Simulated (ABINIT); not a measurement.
**Zr₃S₂: band-structure run (part 3 of 3)**

Zr₃S₂ (R32, 5 atoms in the cell); Kohn-Sham DFT of a periodic cell, TB-mBJ, JTH PAW LDA v2.0, no spin polarisation (ABINIT 10.8.3); cutoff 653.07 eV, 5×5×5 k-mesh, fermi-dirac of 0.05 eV. The structure derives from a Materials Project entry.

Geometry of the input (Å; fractional positions):
```
2.9025  1.6758  3.4878
-2.9025  1.6758  3.4878
0.0000  -3.3516  3.4878
Zr 0.8387  0.5000  0.1613
Zr 0.5000  0.1613  0.8387
Zr 0.1613  0.8387  0.5000
S  0.6650  0.6650  0.6650
S  0.3350  0.3350  0.3350
```

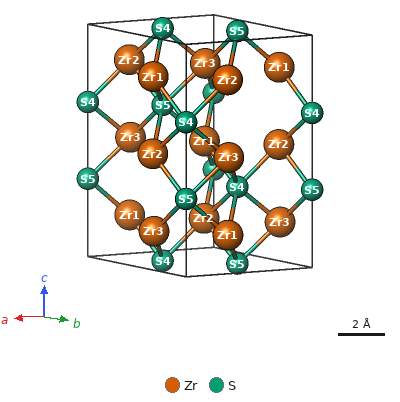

Fig. 1: The structure as given in the input (ball-and-stick view of the cell 3 times as large as that of the calculation, set on its symmetry axes, seen at an oblique angle; atoms are numbered from 1 in the order of the input). An atom can appear more than once, as a periodic image.

The program's output, continued:
```
 cartesian coordinates (angstrom) at end:
    1      0.98316797920647     1.70289689238529     5.23165990415717
    2      0.98316797920647    -1.70289689233237     5.23165990415716
    3     -1.96633595841294     0.00000000002646     5.23165990415716
    4     -0.00000000000000     0.00000000003519     6.95834832888462
    5     -0.00000000000000     0.00000000001773     3.50497147942971
 length scales=  1.000000000000  1.000000000000  1.000000000000 bohr
              =  0.529177210544  0.529177210544  0.529177210544 angstroms
 Eigenvalues (   eV  ) for nkpt=  11  k points:
 kpt#   1, nband= 35, wtk=  1.00000, kpt=  0.0000  0.0000  0.0000 (reduced coord)
 -38.94142  -38.86666  -38.86666  -17.06317  -17.06317  -17.06086  -17.04958  -17.00577
 -17.00577  -16.94159  -16.68774  -16.68774   -4.72452   -3.55802    4.43841    4.43841
   4.73240    6.06301    6.23717    6.23717    7.95336    8.73653   10.56942   10.56942
  11.18571   11.18571   12.46651   13.11239   13.11239   13.54458   13.54458   14.01576
  14.11263   14.43140   14.43140
 kpt#   2, nband= 35, wtk=  1.00000, kpt=  0.1000  0.0000  0.0000 (reduced coord)
 -38.93944  -38.86923  -38.86593  -17.09639  -17.08215  -17.07215  -17.03640  -16.98369
 -16.96726  -16.93530  -16.70519  -16.69128   -4.68272   -3.56930    4.33583    4.54329
   4.77568    5.94697    6.13040    6.30437    8.06253    8.84104   10.44452   10.53574
  11.00494   11.31316   12.26904   13.00858   13.20907   13.52177   13.72927   13.92514
  14.06040   14.28831   14.72229
 kpt#   3, nband= 35, wtk=  1.00000, kpt=  0.2000  0.0000  0.0000 (reduced coord)
 -38.93395  -38.87423  -38.86656  -17.12231  -17.11608  -17.08922  -17.01782  -16.96564
 -16.92138  -16.89461  -16.75316  -16.70210   -4.56544   -3.60641    4.30966    4.60319
   4.82092    5.71020    6.02481    6.33662    8.32711    9.07791   10.21927   10.38754
  10.75343   11.45832   11.95418   12.74273   13.17294   13.51884   13.75988   13.96855
  14.13812   14.46578   14.91168
 kpt#   4, nband= 35, wtk=  1.00000, kpt=  0.3000  0.0000  0.0000 (reduced coord)
 -38.92534  -38.88184  -38.86760  -17.14381  -17.13378  -17.09141  -17.00330  -16.96516
 -16.88295  -16.84728  -16.80992  -16.71971   -4.39593   -3.67582    4.38028    4.58705
   4.80874    5.51106    5.88390    6.41815    8.65727    9.30694   10.01036   10.14593
  10.51215   11.57310   11.81269   12.46397   13.14415   13.31782   13.77090   14.02959
  14.22640   14.60013   15.01019
 kpt#   5, nband= 35, wtk=  1.00000, kpt=  0.4000  0.0000  0.0000 (reduced coord)
 -38.91473  -38.89158  -38.86859  -17.16111  -17.14074  -17.06739  -16.99338  -16.96819
 -16.91392  -16.82742  -16.79469  -16.74267   -4.21258   -3.77740    4.46138    4.51534
   4.86183    5.39186    5.66702    6.55199    9.00449    9.43695    9.80506    9.87449
  10.39307   11.49684   12.04222   12.32739   13.03914   13.17178   13.86800   14.00109
  14.25731   14.46212   14.71319
 kpt#   6, nband= 35, wtk=  1.00000, kpt=  0.5000  0.0000  0.0000 (reduced coord)
 -38.90480  -38.90109  -38.86898  -17.16714  -17.14353  -17.03952  -16.99111  -16.96811
 -16.95734  -16.80565  -16.78329  -16.75837   -4.10425   -3.85428    4.40634    4.58040
   4.90399    5.39866    5.49524    6.61833    9.30903    9.37062    9.60213    9.81110
  10.37468   11.44933   12.20548   12.33976   12.89046   13.14762   13.93922   13.98329
  14.24529   14.38394   14.53021
 kpt#   7, nband= 35, wtk=  1.00000, kpt=  0.5000  0.0641 -0.0641 (reduced coord)
 -38.90357  -38.89999  -38.87107  -17.15079  -17.14847  -17.05350  -17.00159  -16.97113
 -16.96123  -16.79683  -16.78039  -16.75282   -4.08055   -3.84655    4.27054    4.54684
   5.10603    5.34113    5.50614    6.62779    9.20542    9.24445    9.60220    9.92984
  10.49068   11.58146   12.09862   12.37848   12.85938   13.15487   13.82030   13.84888
  14.21254   14.21586   14.61191
 kpt#   8, nband= 35, wtk=  1.00000, kpt=  0.5000  0.1282 -0.1282 (reduced coord)
 -38.90021  -38.89721  -38.87730  -17.17158  -17.09918  -17.08681  -17.03368  -16.96924
 -16.96239  -16.78525  -16.77343  -16.74487   -4.01252   -3.82516    4.10033    4.44557
   5.19128    5.40333    5.59206    6.64133    9.03944    9.11434    9.61435    9.90730
  10.85268   11.76181   11.84498   12.58958   12.72063   13.18825   13.45485   13.65857
  14.03698   14.07666   14.74817
 kpt#   9, nband= 35, wtk=  1.00000, kpt=  0.5000  0.1923 -0.1923 (reduced coord)
 -38.89523  -38.89345  -38.88594  -17.20234  -17.13226  -17.06958  -17.01816  -16.96280
 -16.95456  -16.78882  -16.77608  -16.73587   -3.90894   -3.79374    4.01856    4.28115
   4.99503    5.47535    5.89437    6.62575    9.01420    9.02698    9.65340    9.82651
  11.06618   11.52834   11.99141   12.50101   12.73465   12.73555   13.44141   13.66443
  13.89072   14.22270   14.78157
 kpt#  10, nband= 35, wtk=  1.00000, kpt=  0.5000  0.2565 -0.2565 (reduced coord)
 -38.89801  -38.88938  -38.88700  -17.23635  -17.16177  -17.09635  -16.96146  -16.95465
 -16.91174  -16.81168  -16.80456  -16.71816   -3.78417   -3.75789    4.04167    4.06641
   4.80270    5.48408    6.14435    6.54685    9.05480    9.13763    9.74196    9.82331
  10.99220   11.43236   11.76936   12.23926   12.43356   12.75902   13.49186   13.57521
  13.90094   14.54124   14.69453
 kpt#  11, nband= 35, wtk=  1.00000, kpt=  0.5000  0.3206 -0.3206 (reduced coord)
 -38.90792  -38.88365  -38.88238  -17.26647  -17.17075  -17.10759  -16.94832  -16.94701
 -16.88035  -16.85397  -16.80014  -16.69762   -3.72337   -3.65740    3.82494    4.15934
   4.66317    5.47313    6.22527    6.39517    9.22754    9.38960    9.89083    9.93795
  10.88665   11.32815   11.35555   11.91689   12.50193   12.66869   13.36925   13.50159
  13.89826   14.16925   15.01465

== END DATASET(S) ==============================================================
================================================================================

 -outvars: echo values of variables after computation  --------
            acell      1.0000000000E+00  1.0000000000E+00  1.0000000000E+00 Bohr
           etotal1    -1.3619352359E+02
            fcart1     9.9999999999E+99  9.9999999999E+99  9.9999999999E+99
                       9.9999999999E+99  9.9999999999E+99  9.9999999999E+99
                       9.9999999999E+99  9.9999999999E+99  9.9999999999E+99
                       9.9999999999E+99  9.9999999999E+99  9.9999999999E+99
                       9.9999999999E+99  9.9999999999E+99  9.9999999999E+99
            rprim      5.4850018347E+00  3.1667672858E+00  6.5909362685E+00
                      -5.4850018347E+00  3.1667672858E+00  6.5909362685E+00
                       0.0000000000E+00 -6.3335345715E+00  6.5909362685E+00
           strten1     9.9999999999E+99  9.9999999999E+99  9.9999999999E+99
                       9.9999999999E+99  9.9999999999E+99  9.9999999999E+99
           xangst      9.8316797921E-01  1.7028968924E+00  5.2316599042E+00
                       9.8316797921E-01 -1.7028968923E+00  5.2316599042E+00
                      -1.9663359584E+00  2.6458627715E-11  5.2316599042E+00
                      -3.9832109862E-16  3.5191184466E-11  6.9583483289E+00
                      -4.1426294525E-17  1.7726119916E-11  3.5049714794E+00
             xred      8.3872700000E-01  5.0000000000E-01  1.6127300000E-01
                       5.0000000000E-01  1.6127300000E-01  8.3872700000E-01
                       1.6127300000E-01  8.3872700000E-01  5.0000000000E-01
                       6.6502300000E-01  6.6502300000E-01  6.6502300000E-01
                       3.3497700000E-01  3.3497700000E-01  3.3497700000E-01
 Calculation completed.
```

Key numbers:

```tsv
quantity	value
outcome	converged
space group (tolerance 0.01 Å)	R32 (155)
electrons treated	48
Fermi energy	10.469 eV
gap on the k-point mesh	none (metallic)
hardware	4 threads of Arm Neoverse V2, 24 GiB of memory available, shared host
wall time	4.3 min (CPU time 17 min)
peak memory	0.8 GiB
```
